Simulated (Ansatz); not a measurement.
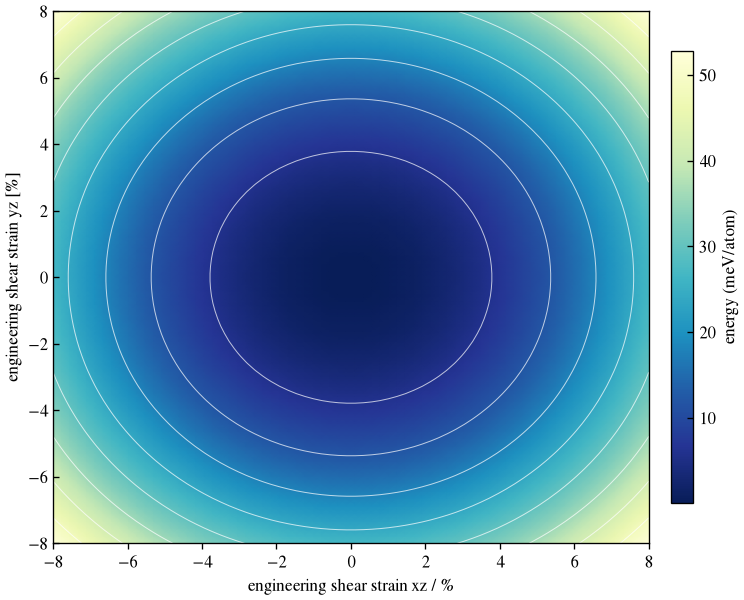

Ge (Ia-3, No. 206; 8 atoms in the cell). The energy is mapped over two homogeneous strains (x, y and z along the cube axes). Coordinates scanned: (1) engineering shear strain xz; (2) engineering shear strain yz. Nothing is relaxed (fractional coordinates fixed). Grid: 7 × 7 points; 13 points were computed and 36 follow by symmetry. Points are written as (first, second). All energies are given in meV/atom relative to the lowest grid point. These are results of DFT PBE, scalar-relativistic, plane waves, PAW (Ansatz), not measurements. Settings: cutoff 420 eV, k-mesh 8×8×8, gaussian smearing 0.15 eV, no spin polarisation.

The picture shows a smooth colour map with a few white contour lines. Between grid points the surface is interpolated.

The lowest grid point is at (0.0 %, 0.0 %). No other kind of well shows on this grid. The highest grid point, (−8.0 %, −8.0 %), lies 52.8 meV/atom above the lowest. Round the minimum the contours are nearly round: the two directions are equally stiff and uncoupled.

The level of theory is changed to DFT LDA, scalar-relativistic, plane waves, PAW (Ansatz 0.2.0); with it change the cell, relaxed at the new level (first cell vector 5.954 Å, before 6.113 Å).

What does this change do to the map?

The lowest place stays at (0.0 %, 0.0 %). The span from the lowest to the highest grid point grows from 52.8 to 58.3 meV/atom. The curvature at the minimum changes from about 60 to 72 GPa along engineering shear strain xz and from about 60 to 72 GPa along engineering shear strain yz.

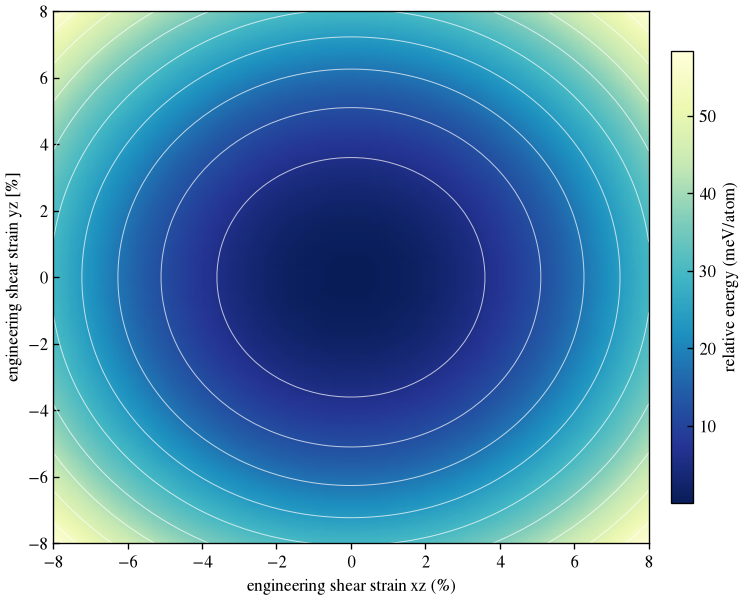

The map after the change, on a colour scale of its own. The picture shows a smooth colour map with a few white contour lines. Between grid points the surface is interpolated.

PAW datasets: the set soft_1.
